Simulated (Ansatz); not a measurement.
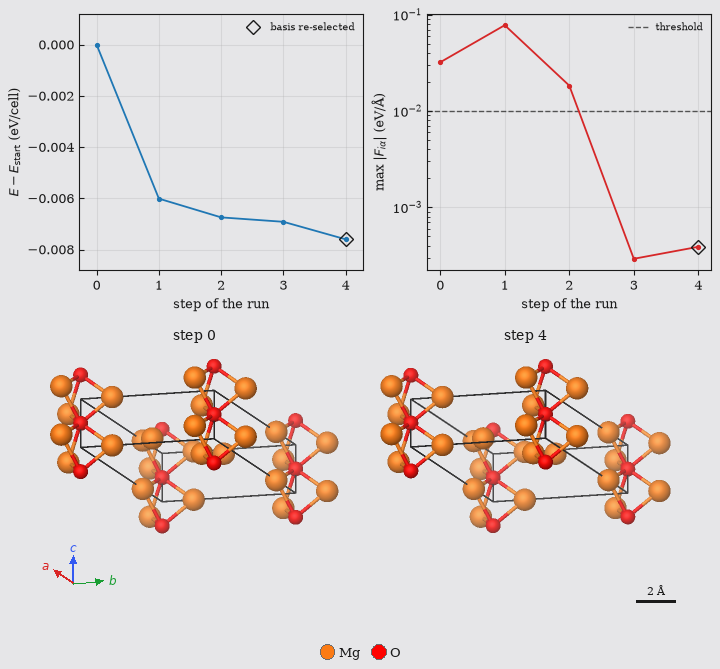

First and last geometry of a relaxation of a crystal of Mg5O (a generated structure, set up in P-62m), with the history of the run. Style: ball-and-stick. Shown: the cell of the calculation, from a free direction.

All numbers below come from Ansatz 0.2.0, DFT PBE, scalar-relativistic, plane waves, PAW.

The input:
```yaml
crystal:
  lattice:
    - [7.0554740015, 0.0, 0.0]
    - [-3.5277370007, 6.110219721, 0.0]
    - [0.0, 0.0, 2.9431117983]
  atoms:
    - { symbol: Mg, position: [0.0, 0.2365885728, 0.0] }
    - { symbol: Mg, position: [0.7634114272, 0.7634114272, 0.0] }
    - { symbol: Mg, position: [0.2365885728, 0.0, 0.0] }
    - { symbol: Mg, position: [0.6666666667, 0.3333333333, 0.5] }
    - { symbol: Mg, position: [0.3333333333, 0.6666666667, 0.5] }
    - { symbol: O, position: [0.0, 0.0, 0.5] }
basis:
  ecutwfc: 420
kpoints:
  mp_grid: { grid: [6, 6, 12] }
hamiltonian:
  xc: pbe
scf:
  occupations: { method: gaussian, width: 0.1 }
output:
  forces: true
  stress: true
  eigenvalues: true
relax:
  adjacent_minimum: "off"
  f_tol: 0.01
  max_steps: 80
  cell: { stress_tol: 0.05 }
```

Launched with:
```bash
ansatz run input.yaml --threads 1 --pin off --max-ram 2560MiB --backend cpu --events-out ev --progress --plain --runs-dir out
```

### What do the curves and the structures tell?

It converged. The largest moves relative to the cell, 0.013 Å, are those of Mg1, Mg2 and Mg3. Mg3 goes along −a. O stays in place. Cell: a = b 7.055 → 7.119 Å (+0.9 %), c 2.943 → 2.911 Å (−1.1 %). Volume +0.7 %. Some distances before and after: Mg1–O6 2.225 → 2.216 Å. The space group stays P-62m (No. 189). After 3 accepted moves (4 points after the start) the energy has fallen by 7.6 meV per cell of the calculation. The largest force component goes from 0.032 to 0.00039 eV/Å. Pressure: −0.06 GPa at the start and 0.00 GPa at the end. At 1 point the geometry stayed and the basis and grid were re-selected for the new cell (energy shift of 0.7 meV per cell of the calculation at most each time).

| step | E − E(0), meV/atom | largest force component, eV/Å | pressure, GPa | volume, Å³/atom | note |
| --- | --- | --- | --- | --- | --- |
| 0 | 0.00 | 0.0321 | -0.06 | 21.147 |  |
| 1 | -1.00 | 0.0779 | -0.03 | 21.238 |  |
| 2 | -1.12 | 0.0184 | -0.04 | 21.318 |  |
| 3 | -1.15 | 0.0003 | 0.00 | 21.290 |  |
| 4 | -1.27 | 0.0004 | 0.00 | 21.290 | same geometry, new basis |
